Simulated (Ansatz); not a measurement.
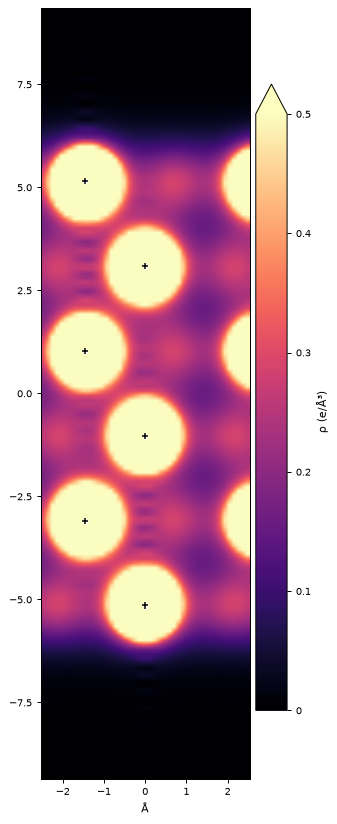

The valence pseudo-density on a plane through atoms (crosses mark nuclei in the plane).

Theory: DFT PBEsol, scalar-relativistic, plane waves, PAW in Ansatz.

Candidates:
A. HfS2 (slab), a = 3.59 Å, b = 3.59 Å, c = 23.85 Å, α = 90.00°, β = 90.00°, γ = 120.00°. The program warned that a starting moment wasn't kept; spin-polarised, but the moments vanished.
B. Cu (slab), a = 2.52 Å, b = 2.52 Å, c = 25.29 Å, α = 90.00°, β = 90.00°, γ = 120.00°. Computed without spin polarisation.
C. Al2Ru, a = 4.70 Å, b = 7.98 Å, c = 8.77 Å, α = 90.00°, β = 90.00°, γ = 90.00°. Space group Fddd; a structure from a database of computed crystals, not necessarily the ambient phase; computed without spin polarisation.

Which system is this?

Answer. Candidate B: Cu on the (110) plane of the calculation cell, a cut from vacuum to vacuum, which holds Cu. Cu–Cu (2.52 Å): the density is about 0.29 e/Å³ at the midpoint.
